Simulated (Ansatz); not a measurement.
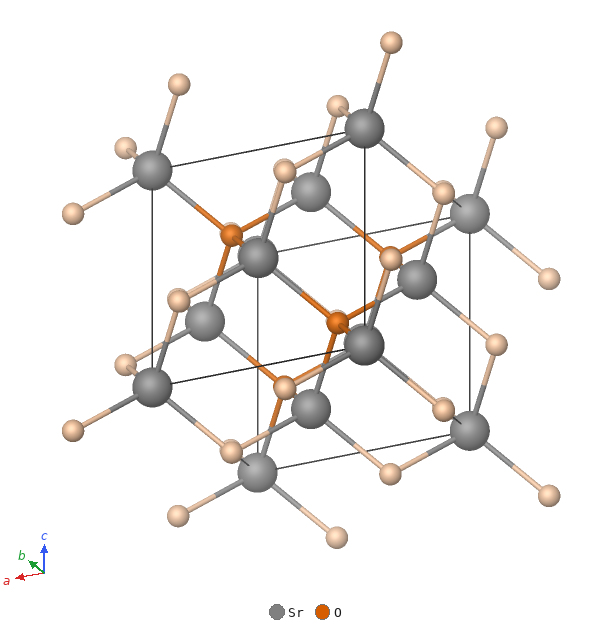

Ball-and-stick drawing of the structure, looking from a general direction. The frame is the drawn cell (a repeat of the simulation cell); atoms at its boundary are shown with their periodic copies. The bonded neighbours beyond the faces are included, in fainter colours.

SrO, a = 5.58 Å, b = 5.61 Å, c = 5.58 Å, α = 90.00°, β = 90.00°, γ = 90.00°.

Results below were computed with DFT, PBE, plane waves, PAW (Ansatz); the settings were E_cut = 420 eV, k-points about 0.24 Å⁻¹ apart, Fermi-Dirac smearing of 0.02 eV, no spin polarisation.

What is the band gap, if any?

A semiconductor at this level, with a gap of 2.51 eV, indirect; the smallest direct gap is 3.34 eV.

State the hydrostatic pressure.

The computed pressure is 0.7 GPa (compressed: it would expand).

The cell started as a structure type filled with these elements by a generator (whether the compound takes this form wasn't checked). The cell was then strained or its atoms displaced on purpose. An electronic-structure calculation with Ansatz was run on it.
